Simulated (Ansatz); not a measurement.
**Single-point calculation of Zn64Se64 (part 2 of 2)**

Continued. System: Zn64Se64 (F-43m, 128 atoms in the cell). Method: DFT, r2SCAN, PAW, plane waves (Ansatz 0.2.0); cutoff 500 eV, 1×1×1 k-mesh, Fermi–Dirac smearing of 0.01 eV. The structure was built on a prototype by a generator.

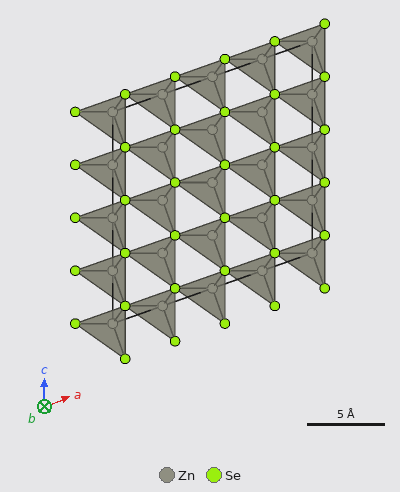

The structure as given in the input (polyhedral view of the cell of the calculation, along the b axis; polyhedra are completed across the faces of the cell).

### Output, continued
```
--- Forces (eV/Å), atoms counted from 1 ---
  atom   1  Zn     0.00000000     0.00000000    -0.00000000
  atom   2  Zn     0.00000000     0.00000000    -0.00000000
  atom   3  Zn     0.00000000     0.00000000    -0.00000000
  atom   4  Zn     0.00000000     0.00000000    -0.00000000
  atom   5  Zn     0.00000000     0.00000000    -0.00000000
  atom   6  Zn     0.00000000     0.00000000    -0.00000000
  atom   7  Zn     0.00000000     0.00000000    -0.00000000
  atom   8  Zn     0.00000000     0.00000000    -0.00000000
  atom   9  Zn     0.00000000     0.00000000    -0.00000000
  atom  10  Zn     0.00000000     0.00000000    -0.00000000
  atom  11  Zn     0.00000000     0.00000000    -0.00000000
  atom  12  Zn     0.00000000     0.00000000    -0.00000000
  atom  13  Zn     0.00000000     0.00000000    -0.00000000
  atom  14  Zn     0.00000000     0.00000000    -0.00000000
  atom  15  Zn     0.00000000     0.00000000    -0.00000000
  atom  16  Zn     0.00000000    -0.00000000    -0.00000000
  atom  17  Zn     0.00000000     0.00000000    -0.00000000
  atom  18  Zn     0.00000000     0.00000000    -0.00000000
  atom  19  Zn     0.00000000     0.00000000    -0.00000000
  atom  20  Zn     0.00000000     0.00000000    -0.00000000
  atom  21  Zn     0.00000000     0.00000000    -0.00000000
  atom  22  Zn     0.00000000     0.00000000    -0.00000000
  atom  23  Zn     0.00000000     0.00000000    -0.00000000
  atom  24  Zn     0.00000000     0.00000000    -0.00000000
  atom  25  Zn     0.00000000     0.00000000    -0.00000000
  atom  26  Zn     0.00000000    -0.00000000    -0.00000000
  atom  27  Zn     0.00000000     0.00000000    -0.00000000
  atom  28  Zn     0.00000000     0.00000000    -0.00000000
  atom  29  Zn     0.00000000     0.00000000    -0.00000000
  atom  30  Zn     0.00000000     0.00000000    -0.00000000
  atom  31  Zn     0.00000000     0.00000000    -0.00000000
  atom  32  Zn     0.00000000     0.00000000    -0.00000000
  atom  33  Zn     0.00000000     0.00000000    -0.00000000
  atom  34  Zn     0.00000000     0.00000000    -0.00000000
  atom  35  Zn     0.00000000     0.00000000    -0.00000000
  atom  36  Zn     0.00000000     0.00000000    -0.00000000
  atom  37  Zn     0.00000000     0.00000000    -0.00000000
  atom  38  Zn     0.00000000     0.00000000    -0.00000000
  atom  39  Zn     0.00000000     0.00000000    -0.00000000
  atom  40  Zn     0.00000000     0.00000000    -0.00000000
  atom  41  Zn     0.00000000     0.00000000    -0.00000000
  atom  42  Zn     0.00000000     0.00000000    -0.00000000
  atom  43  Zn     0.00000000     0.00000000    -0.00000000
  atom  44  Zn     0.00000000     0.00000000    -0.00000000
  atom  45  Zn     0.00000000     0.00000000    -0.00000000
  atom  46  Zn     0.00000000     0.00000000    -0.00000000
  atom  47  Zn     0.00000000     0.00000000    -0.00000000
  atom  48  Zn     0.00000000     0.00000000    -0.00000000
  atom  49  Zn     0.00000000     0.00000000    -0.00000000
  atom  50  Zn     0.00000000     0.00000000    -0.00000000
  atom  51  Zn     0.00000000     0.00000000    -0.00000000
  atom  52  Zn     0.00000000     0.00000000    -0.00000000
  atom  53  Zn     0.00000000     0.00000000    -0.00000000
  atom  54  Zn     0.00000000     0.00000000    -0.00000000
  atom  55  Zn     0.00000000     0.00000000    -0.00000000
  atom  56  Zn     0.00000000     0.00000000    -0.00000000
  atom  57  Zn     0.00000000     0.00000000    -0.00000000
  atom  58  Zn     0.00000000     0.00000000    -0.00000000
  atom  59  Zn     0.00000000     0.00000000    -0.00000000
  atom  60  Zn     0.00000000     0.00000000    -0.00000000
  atom  61  Zn     0.00000000     0.00000000    -0.00000000
  atom  62  Zn     0.00000000     0.00000000    -0.00000000
  atom  63  Zn     0.00000000     0.00000000    -0.00000000
  atom  64  Zn     0.00000000     0.00000000    -0.00000000
  atom  65  Se    -0.00000000     0.00000000     0.00000000
  atom  66  Se    -0.00000000     0.00000000     0.00000000
  atom  67  Se    -0.00000000     0.00000000     0.00000000
  atom  68  Se    -0.00000000     0.00000000     0.00000000
  atom  69  Se    -0.00000000     0.00000000     0.00000000
  atom  70  Se    -0.00000000     0.00000000     0.00000000
  atom  71  Se    -0.00000000     0.00000000     0.00000000
  atom  72  Se    -0.00000000     0.00000000    -0.00000000
  atom  73  Se    -0.00000000     0.00000000     0.00000000
  atom  74  Se    -0.00000000     0.00000000     0.00000000
  atom  75  Se    -0.00000000     0.00000000     0.00000000
  atom  76  Se    -0.00000000     0.00000000     0.00000000
  atom  77  Se    -0.00000000     0.00000000     0.00000000
  atom  78  Se    -0.00000000     0.00000000    -0.00000000
  atom  79  Se    -0.00000000     0.00000000     0.00000000
  atom  80  Se    -0.00000000     0.00000000    -0.00000000
  atom  81  Se    -0.00000000     0.00000000     0.00000000
  atom  82  Se    -0.00000000     0.00000000     0.00000000
  atom  83  Se    -0.00000000     0.00000000     0.00000000
  atom  84  Se    -0.00000000     0.00000000    -0.00000000
  atom  85  Se    -0.00000000     0.00000000     0.00000000
  atom  86  Se    -0.00000000     0.00000000     0.00000000
  atom  87  Se    -0.00000000     0.00000000     0.00000000
  atom  88  Se    -0.00000000     0.00000000     0.00000000
  atom  89  Se    -0.00000000     0.00000000     0.00000000
  atom  90  Se    -0.00000000     0.00000000    -0.00000000
  atom  91  Se    -0.00000000     0.00000000     0.00000000
  atom  92  Se    -0.00000000     0.00000000    -0.00000000
  atom  93  Se    -0.00000000     0.00000000     0.00000000
  atom  94  Se    -0.00000000     0.00000000     0.00000000
  atom  95  Se    -0.00000000     0.00000000     0.00000000
  atom  96  Se    -0.00000000     0.00000000    -0.00000000
  atom  97  Se    -0.00000000     0.00000000     0.00000000
  atom  98  Se    -0.00000000     0.00000000    -0.00000000
  atom  99  Se    -0.00000000     0.00000000     0.00000000
  atom 100  Se    -0.00000000     0.00000000     0.00000000
  atom 101  Se    -0.00000000     0.00000000     0.00000000
  atom 102  Se    -0.00000000     0.00000000     0.00000000
  atom 103  Se    -0.00000000     0.00000000     0.00000000
  atom 104  Se    -0.00000000     0.00000000     0.00000000
  atom 105  Se    -0.00000000     0.00000000     0.00000000
  atom 106  Se    -0.00000000     0.00000000     0.00000000
  atom 107  Se    -0.00000000     0.00000000     0.00000000
  atom 108  Se    -0.00000000     0.00000000    -0.00000000
  atom 109  Se    -0.00000000     0.00000000     0.00000000
  atom 110  Se    -0.00000000     0.00000000     0.00000000
  atom 111  Se    -0.00000000     0.00000000     0.00000000
  atom 112  Se    -0.00000000     0.00000000     0.00000000
  atom 113  Se    -0.00000000     0.00000000     0.00000000
  atom 114  Se    -0.00000000     0.00000000    -0.00000000
  atom 115  Se    -0.00000000     0.00000000     0.00000000
  atom 116  Se    -0.00000000     0.00000000     0.00000000
  atom 117  Se    -0.00000000     0.00000000     0.00000000
  atom 118  Se    -0.00000000     0.00000000     0.00000000
  atom 119  Se    -0.00000000     0.00000000     0.00000000
  atom 120  Se    -0.00000000     0.00000000    -0.00000000
  atom 121  Se    -0.00000000     0.00000000     0.00000000
  atom 122  Se    -0.00000000     0.00000000     0.00000000
  atom 123  Se    -0.00000000     0.00000000     0.00000000
  atom 124  Se    -0.00000000     0.00000000     0.00000000
  atom 125  Se    -0.00000000     0.00000000     0.00000000
  atom 126  Se    -0.00000000     0.00000000     0.00000000
  atom 127  Se    -0.00000000     0.00000000     0.00000000
  atom 128  Se    -0.00000000     0.00000000     0.00000000
  max |Σ_I F_I| component: 1.12e-22 eV/Å
--- Band table (eV) ---
  k-point 0: bands = ["-40.8341", "-40.8341", "-40.8341", "-40.8340", "-40.8340", "-40.8340", "-40.8340", "-40.8340", "-40.8340", "-40.8339", ... 866 levels left out ..., "5.8305", "6.2436", "6.2436", "6.2436", "6.2436", "6.2436", "6.2436", "6.2436", "6.2436", "6.2436", "6.2436", "6.2436", "6.2436", "6.2436", "6.2436", "6.2436", "6.2436", "6.7437", "6.7437", "6.7437", "8.6756", "9.8170", "9.8170", "9.8170", "9.8170", "10.0215", "10.0215", "10.0215", "10.0551",
      "10.0551", "10.0551", "10.0551", "10.0551", "10.0551", "10.0551", "10.0551", "10.6027", "10.6027", "10.6027", "10.9152", "10.9152", "10.9152", "10.9152", "10.9152", "10.9152", "10.9152", "10.9152", "10.9152", "10.9152", "10.9152", "10.9152", "10.9152", "10.9152", "10.9152", "10.9152", "10.9152", "10.9152", "10.9152", "10.9152", "10.9152", "10.9152", "10.9152", "10.9152", "11.0910", "11.0910", "11.0910", "11.0910", "11.0910", "11.0910",
      "11.2760", "11.2760", "11.2760", "11.2760", "11.2760", "11.2760", "11.4380", "11.4380", "11.4380", "11.4380", "11.4380", "11.4380", "11.4380", "11.4380", "11.4380", "11.4380", "11.4380", "11.4380", "12.5624", "12.5624", "12.5624", "12.5624", "12.5624", "12.5624", "12.8360", "12.8360", "12.8360", "12.8360", "12.8360", "12.8360", "12.8360", "12.8360", "12.8360", "12.8360", "12.8360", "12.8360", "12.8360", "12.8360", "12.8360", "12.8360",
      "12.8360", "12.8360", "12.8360", "12.8360", "12.8360", "12.8360", "12.8360", "12.8360", "12.8954", "12.8954", "12.8954", "12.8954", "12.8954", "12.8954", "13.0421", "13.0421", "13.0421", "13.5911", "13.5911", "13.5911", "13.5911", "13.5911", "13.5911", "13.5911", "13.5911", "13.5911", "13.5911", "13.5911", "13.5911", "13.5939", "13.5939", "13.5939", "13.5939", "13.5939", "13.5939", "13.5939", "13.5939", "13.6936", "13.6936", "13.6936",
      "13.6936", "13.6936", "13.6936", "13.6936", "13.6936", "13.6936", "13.6936", "13.6936", "13.6936", "13.6936", "13.6936", "13.6936", "13.6936", "13.8757", "13.8757", "13.8757", "13.8757", "13.8757", "13.8757", "13.8757", "13.8757", "14.1246", "14.1246", "14.1246", "14.1246", "14.1246", "14.1246", "14.1246", "14.1246", "14.1246", "14.1246", "14.1246", "14.1246", "14.3614", "14.3614", "14.3614", "14.3614", "14.3614", "14.3614", "14.6134",
      "14.6134", "14.6134", "14.6134", "14.6134", "14.6134", "14.6134", "14.6134", "14.6134", "14.6134", "14.6134", "14.6134"]
--- Löwdin populations: 128 sites ---
  site symbol       q [e]
     0     Zn     10.7170
     1     Zn     10.7170
     2     Zn     10.7170
     3     Zn     10.7170
     4     Zn     10.7170
     5     Zn     10.7170
     6     Zn     10.7170
     7     Zn     10.7170
     8     Zn     10.7170
     9     Zn     10.7170
    10     Zn     10.7170
    11     Zn     10.7170
    12     Zn     10.7170
    13     Zn     10.7170
    14     Zn     10.7170
    15     Zn     10.7170
    16     Zn     10.7170
    17     Zn     10.7170
    18     Zn     10.7170
    19     Zn     10.7170
    20     Zn     10.7170
    21     Zn     10.7170
    22     Zn     10.7170
    23     Zn     10.7170
    24     Zn     10.7170
    25     Zn     10.7170
    26     Zn     10.7170
    27     Zn     10.7170
    28     Zn     10.7170
    29     Zn     10.7170
    30     Zn     10.7170
    31     Zn     10.7170
    32     Zn     10.7170
    33     Zn     10.7170
    34     Zn     10.7170
    35     Zn     10.7170
    36     Zn     10.7170
    37     Zn     10.7170
    38     Zn     10.7170
    39     Zn     10.7170
    40     Zn     10.7170
    41     Zn     10.7170
    42     Zn     10.7170
    43     Zn     10.7170
    44     Zn     10.7170
    45     Zn     10.7170
    46     Zn     10.7170
    47     Zn     10.7170
    48     Zn     10.7170
    49     Zn     10.7170
    50     Zn     10.7170
    51     Zn     10.7170
    52     Zn     10.7170
    53     Zn     10.7170
    54     Zn     10.7170
    55     Zn     10.7170
    56     Zn     10.7170
    57     Zn     10.7170
    58     Zn     10.7170
    59     Zn     10.7170
    60     Zn     10.7170
    61     Zn     10.7170
    62     Zn     10.7170
    63     Zn     10.7170
    64     Se     17.0999
    65     Se     17.0999
    66     Se     17.0999
    67     Se     17.0999
    68     Se     17.0999
    69     Se     17.0999
    70     Se     17.0999
    71     Se     17.0999
    72     Se     17.0999
    73     Se     17.0999
    74     Se     17.0999
    75     Se     17.0999
    76     Se     17.0999
    77     Se     17.0999
    78     Se     17.0999
    79     Se     17.0999
    80     Se     17.0999
    81     Se     17.0999
    82     Se     17.0999
    83     Se     17.0999
    84     Se     17.0999
    85     Se     17.0999
    86     Se     17.0999
    87     Se     17.0999
    88     Se     17.0999
    89     Se     17.0999
    90     Se     17.0999
    91     Se     17.0999
    92     Se     17.0999
    93     Se     17.0999
    94     Se     17.0999
    95     Se     17.0999
    96     Se     17.0999
    97     Se     17.0999
    98     Se     17.0999
    99     Se     17.0999
   100     Se     17.0999
   101     Se     17.0999
   102     Se     17.0999
   103     Se     17.0999
   104     Se     17.0999
   105     Se     17.0999
   106     Se     17.0999
   107     Se     17.0999
   108     Se     17.0999
   109     Se     17.0999
   110     Se     17.0999
   111     Se     17.0999
   112     Se     17.0999
   113     Se     17.0999
   114     Se     17.0999
   115     Se     17.0999
   116     Se     17.0999
   117     Se     17.0999
   118     Se     17.0999
   119     Se     17.0999
   120     Se     17.0999
   121     Se     17.0999
   122     Se     17.0999
   123     Se     17.0999
   124     Se     17.0999
   125     Se     17.0999
   126     Se     17.0999
   127     Se     17.0999
  spilling = 0.006539 (of n_electrons = 1792.000000)
```

### Summary

| quantity | value |
| --- | --- |
| outcome | converged |
| space group (tolerance 0.01 Å) | F-43m (216) |
| electrons treated | 1792 |
| free energy | −563547.9506 eV |
| Fermi energy | 7.715 eV |
| largest force (length of the vector) | under 0.001 eV/Å |
| wall time | 18 s (CPU time 62 s) |
| peak memory | 8.2 GiB |
